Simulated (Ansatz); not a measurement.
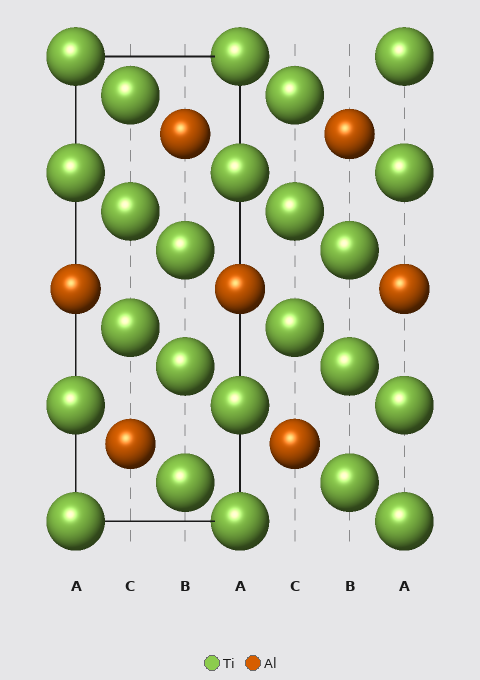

The picture looks along a close-packed row of the hexagonal mesh; [111] points upwards. The dashed lines mark the three columns A (0, 0), B (1/3, 2/3) and C (2/3, 1/3). The box is the hexagonal cell of the face-centred cubic lattice. The sequence starts with the first layer at or above the cell's origin.

Ti₃Al (space group Fm-3m, No. 225): the geometry relaxed with Ansatz, DFT PBE, scalar-relativistic, plane waves, PAW.

**Read off the stacking sequence over one period.**

Ti(A) – Ti(B) – Al(C) – Ti(A) – Ti(B) – Ti(C) – Al(A) – Ti(B) – Ti(C) – Ti(A) – Al(B) – Ti(C) (twelve layers in 11.19 Å).

Heights of the layers:

```tsv
layer	atoms (column)	height (Å)	to next (Å)
1	Ti(A)	0.00	0.93
2	Ti(B)	0.93	0.93
3	Al(C)	1.87	0.93
4	Ti(A)	2.80	0.93
5	Ti(B)	3.73	0.93
6	Ti(C)	4.66	0.93
7	Al(A)	5.60	0.93
8	Ti(B)	6.53	0.93
9	Ti(C)	7.46	0.93
10	Ti(A)	8.39	0.93
11	Al(B)	9.33	0.93
12	Ti(C)	10.26	0.93
```
